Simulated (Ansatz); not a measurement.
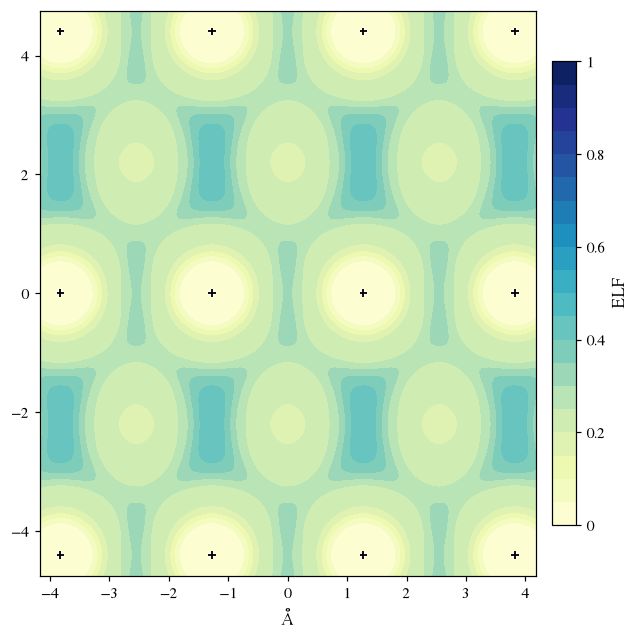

The ELF on a plane through atoms (crosses mark nuclei in the plane).

The calculation used DFT, LDA, PAW with Ansatz's default frozen-core files, scalar-relativistic; relaxation of cell and atoms in Ansatz.

Candidates:
A. Zn, a = 2.55 Å, b = 2.55 Å, c = 4.41 Å, α = 90.00°, β = 90.00°, γ = 120.00°. Space group P6₃/mmc; computed pressure about 10 GPa in this cell.
B. TePb, a = 6.30 Å, b = 6.30 Å, c = 6.30 Å, α = 90.00°, β = 90.00°, γ = 90.00°. Space group Fm-3m.
C. Li, a = 2.64 Å, b = 2.64 Å, c = 4.36 Å, α = 90.00°, β = 90.00°, γ = 120.00°. Space group P6₃/mmc; computed pressure about 10 GPa in this cell.

**Which candidate gave the map?**

Candidate A: Zn on the (100) plane of the conventional cell, which holds Zn. Zn–Zn (2.55 Å): the ELF is about 0.30 at the midpoint.
